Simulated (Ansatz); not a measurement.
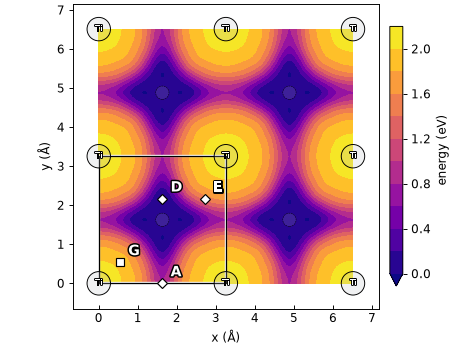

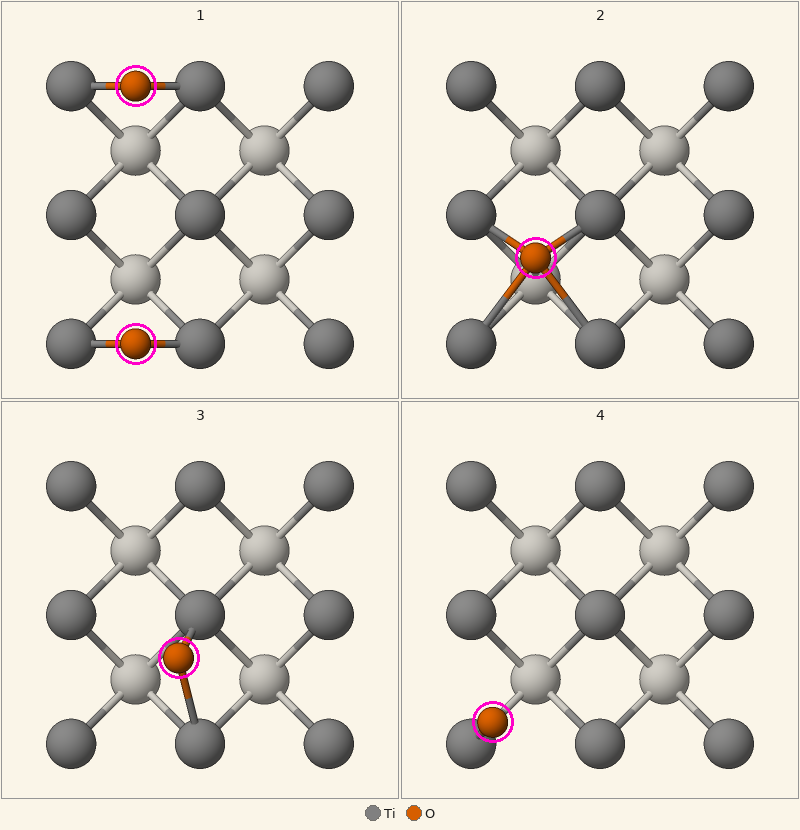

O on a Ti(100) slab cut from the Im-3m phase, its upper half relaxed before the scan (16 atoms of substrate and one adsorbate in a 2 × 2 cell). O is moved over the surface cell; relaxed at each place: the height of the adsorbate's atoms; substrate rigid; the origin of the map has the adsorbate above Ti13. Places are given modulo a cell vector. The map is drawn in real space over the plane of the surface. The grid has 6 × 6 points; 10 points were computed and 26 follow by symmetry. Places are given in fractions of the 1 × 1 surface cell. Energies: eV, counted from the lowest grid point. The runs have no spin polarisation; a magnetic state may lie lower. Theory: DFT PBE, scalar-relativistic, plane waves, PAW in Ansatz. Settings: cutoff 420 eV, k-mesh 4×4×1, gaussian smearing 0.1 eV, no spin polarisation.

Drawn: filled contours, labelled circles for the atoms of the top layer and small ones for the second layer, the outline of one cell of the 2 × 2 shown, lettered points. Between grid points the surface is interpolated. The numbered pictures are the structures at these points, in random order. Rings mark the moved atoms.

**Which structure belongs to which point?**

A is structure 1: a bridge site between two Ti atoms, (3/6, 0/6) of the cell vectors, 0.79 eV; D is structure 2: (3/6, 4/6) of the cell vectors [nearest 3 Ti at 2.03 Å], 0.00 eV; E is structure 3: (5/6, 4/6) of the cell vectors [nearest 1 Ti at 1.71 Å], 1.45 eV; G is structure 4: (1/6, 1/6) of the cell vectors [nearest 1 Ti at 1.69 Å], 1.93 eV.

PAW datasets: the set soft_1.
